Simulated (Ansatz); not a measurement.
Ge$_{127}$Fe: several calculations on one system

**1. Relaxation**

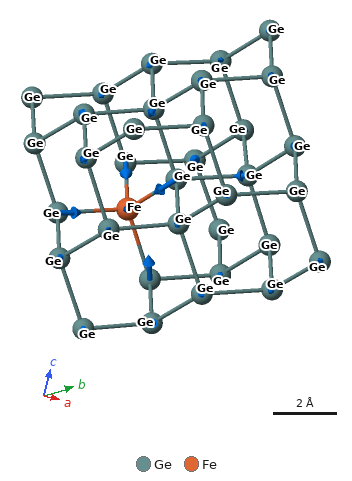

This is a relaxation of a defect cell of composition Ge127Fe (cell charge +1). The starting structure is drawn; blue arrows show the displacements, 5 times their true length.

The picture is a ball-and-stick view of the atoms within 5.8 Å of the atom that moves most (axes of the cell of the calculation (origin shifted)), seen slightly off an axis.

Level of theory: DFT, PBEsol, PAW, plane waves in Ansatz. Set-up: plane-wave cutoff 420 eV; k-point mesh 1 × 1 × 1; mesh shifted by (0.25, 0.25, 0.25); collinear spin; atoms relaxed in a fixed cell; force threshold 0.03 eV/Å; at most 80 steps.

Which element moves most?

Answer. Germanium: up to 0.22 Å, against 0.04 Å for iron.

Describe the change and its energy.

Answer. The largest move is that of a Ge atom, 0.22 Å along [−1 −1 −1]. By element the largest moves are Ge 0.22 Å, Fe 0.04 Å. The cell stays as it was. Among the contacts that change: Fe–Ge 2.491 → 2.279 Å, Fe–Ge 2.471 → 2.281 Å, Fe–Ge 2.458 → 2.273 Å, Ge–Ge 2.416 → 2.491 Å. Bond angles that change, for instance: Ge–Ge–Ge 109.8° → 114.4°, Ge–Ge–Ge 109.3° → 104.8°, Ge–Ge–Fe 109.6° → 113.9°. Over 5 geometry steps the energy falls by 1.348 eV per cell of the calculation. The largest force component goes from 0.99 to 0.028 eV/Å. The program noted that the starting moments weren't kept.

Limits of the set-up: the cell is charged, on a uniform background, and energies carry no finite-size correction.

**2. Relaxation**

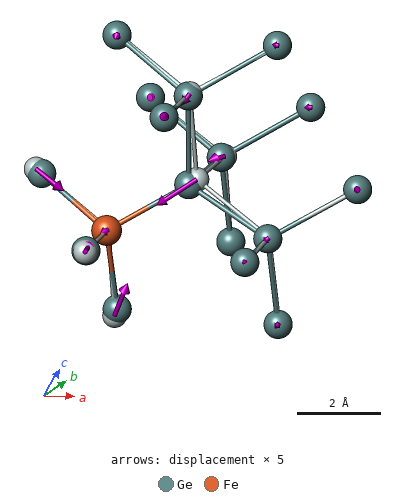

A relaxation of a defect cell of composition Ge$_{127}$Fe. The starting structure is drawn faded, the final one solid; purple arrows show the displacements, 5 times their true length.

Style: ball-and-stick. Shown: the atoms within 4.2 Å of the atom that moves most (axes of the cell of the calculation (origin shifted)), from a free direction.

Level of theory: DFT, PBEsol, PAW, plane waves (Ansatz). (plane-wave cutoff 420 eV; k-point mesh 1 × 1 × 1; mesh shifted by (0.25, 0.25, 0.25); collinear spin; atoms relaxed in a fixed cell; force threshold 0.03 eV/Å; at most 80 steps)

Question: Describe the change and its energy.

Answer: The atom that moves furthest is a Ge atom (0.23 Å along [−1 −1 −1]). By element the largest moves are Ge 0.23 Å, Fe 0.05 Å. The lattice vectors keep their values. Some distances before and after: Fe–Ge 2.491 → 2.278 Å, Fe–Ge 2.471 → 2.278 Å, Ge–Ge 2.444 → 2.505 Å, Ge–Ge 2.425 → 2.474 Å. Among the angles between lasting bonds that change: Ge–Ge–Ge 109.3° → 104.5°, Ge–Ge–Ge 109.8° → 114.6°, Ge–Ge–Fe 109.6° → 114.1°. The energy falls by 1.454 eV per cell of the calculation in 6 geometry steps. Largest force component: 1.2 eV/Å at the start, 0.029 eV/Å at the end. The program noted that the starting moments weren't kept. Cost: 100 s on 1 × NVIDIA GB300 Max-Q with 8 threads of Arm Neoverse-V2, peak memory 3.3 GiB.

**3. Defect**

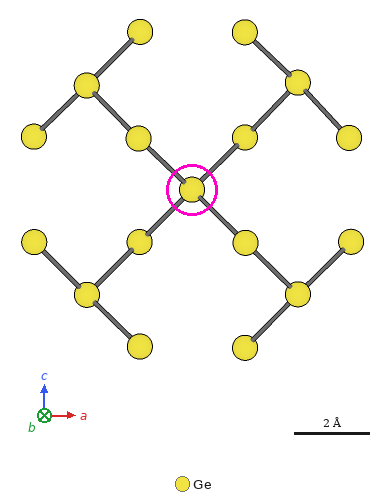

Perfect Ge. Style: ball-and-stick. Shown: the atoms within 5.4 Å of one point, in a slice 3.4 Å thick across the line of sight, along the b axis.

Computed with DFT, PBEsol, PAW, plane waves in Ansatz. Settings: plane-wave cutoff 420 eV; k-point mesh 1 × 1 × 1; mesh shifted by (0.25, 0.25, 0.25); collinear spin. Fermi-Dirac smearing of 0.01 eV. A uniform background neutralises the charged cell. The axes drawn are those of the host's conventional cell.

A germanium atom is replaced by iron at the ringed place, in charge state +1. The supercell has 128 sites, and the atoms are relaxed at the host's cell.

**Predict the relaxed surroundings of the defect.**

In the host the Ge atom has 4 Ge at 2.46 to 2.49 Å; the Fe atom ends with 4 Ge at 2.27 to 2.28 Å. Of the host's atoms, a germanium atom moves furthest from its site, by 0.22 Å. The cell ends without a net magnetic moment. Relaxing the atoms from the host's sites lowers the energy by 1.35 eV.

The relaxed defect, seen from the same direction:

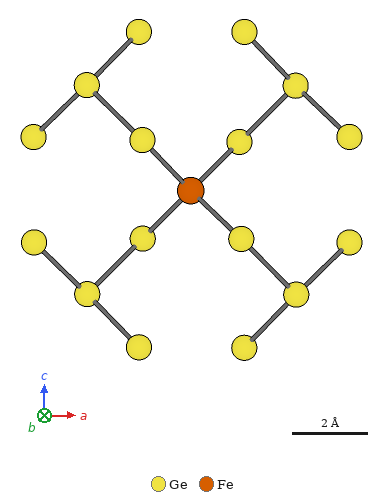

Limits of the set-up: the cell is charged, on a uniform background, and energies carry no finite-size correction.

**4. Defect**

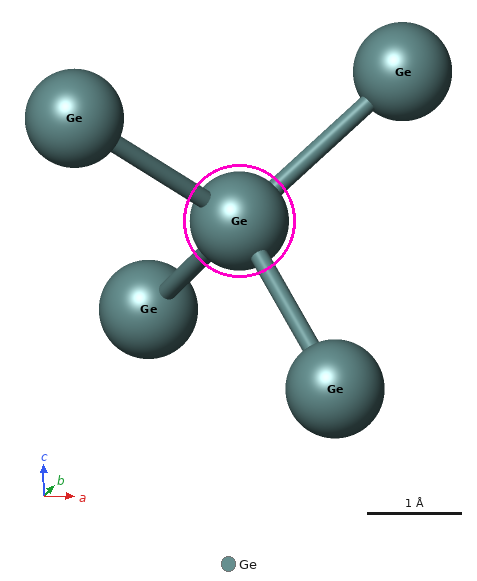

Perfect Ge. The picture is a ball-and-stick view of the atoms within 3.3 Å of one point, seen slightly off an axis.

Level of theory: DFT, PBEsol, PAW, plane waves (Ansatz). Set-up: plane-wave cutoff 420 eV; k-point mesh 1 × 1 × 1; mesh shifted by (0.25, 0.25, 0.25); collinear spin. Fermi-Dirac smearing of 0.01 eV. The axes drawn are those of the host's conventional cell.

A germanium atom is replaced by iron at the ringed place, in charge state 0. The supercell has 128 sites, and the atoms are relaxed at the host's cell.

Predict the relaxed surroundings of the defect.

Answer. In the host the Ge atom has 4 Ge at 2.46 to 2.49 Å; the Fe atom ends with 4 Ge at 2.27 to 2.28 Å. Of the host's atoms, a germanium atom moves furthest from its site, by 0.24 Å. The Fe atom itself moves 0.05 Å from where it was put. The cell ends without a net magnetic moment. Relaxing the atoms from the host's sites lowers the energy by 1.45 eV.

The relaxed defect, seen from the same direction:

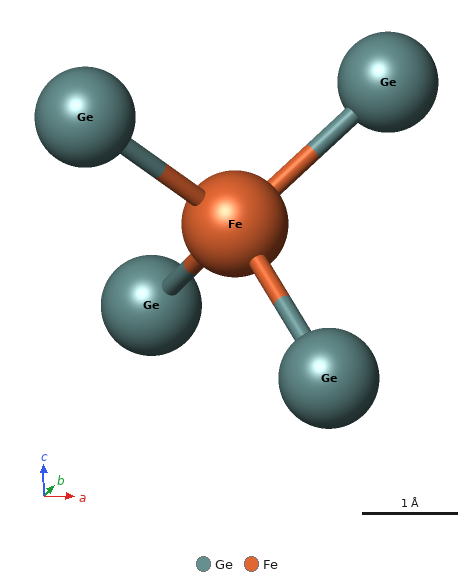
